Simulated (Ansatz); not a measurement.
System: LiH$_{3}$O$_{2}$.

```xyz
6
Lattice="4.0913 0.0000 0.0000 -2.0457 3.5432 0.0000 0.0000 0.0000 2.3559" Properties=species:S:1:pos:R:3 pbc="T T T"
Li    0.0000    0.0000    0.0000
H     2.0457    0.0000    1.1779
H     1.0228    1.7716    1.1779
H    -1.0228    1.7716    1.1779
O     0.0000    2.3621    0.0000
O     2.0457    1.1811    0.0000
```

Space group P6/mmm; started from the ZrCo3B2_191 prototype, which need not be the ambient phase.

Computed with DFT r2SCAN, scalar-relativistic, plane waves, PAW in Ansatz.

> Predict the valence pseudo-density and electron localisation function between the atoms.

O–H (1.67 Å): the density is about 0.71 e/Å³ at the midpoint; the ELF climbs to about 0.90 towards the hydrogen, as it does in any bond to H.
Li–O (2.36 Å): ρ is about 0.17 e/Å³ halfway; the ELF peaks at about 0.85 in the valence shell of O, 0.6 Å from its nucleus, and is about 0.40 at the midpoint.

> Metal or insulator at this level of theory?

It is gapless in this calculation (a metal or semimetal).

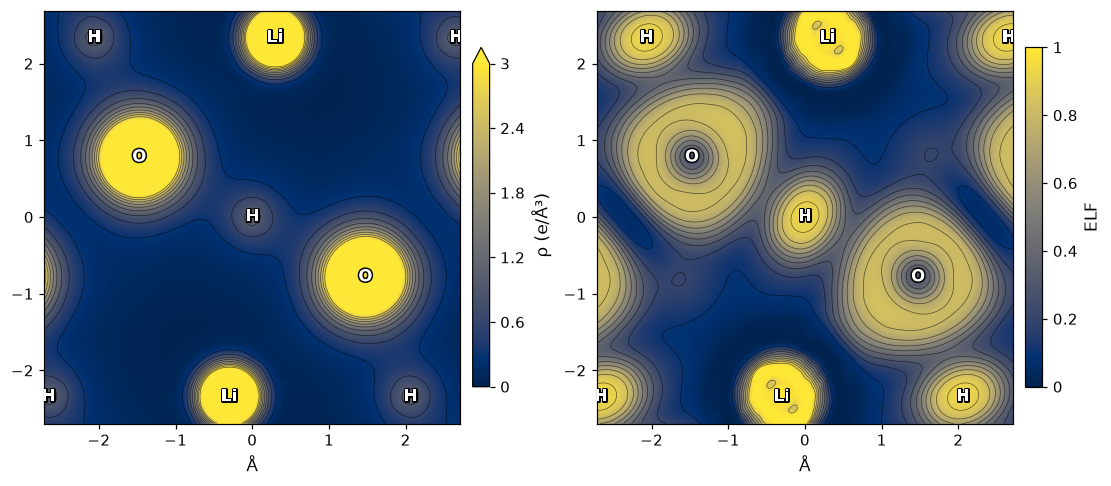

Computed valence pseudo-density and electron localisation function on the (111) plane of the conventional cell, in this order. 

Core electrons are frozen (PAW), and the valence fields are smoothed inside the atomic spheres.
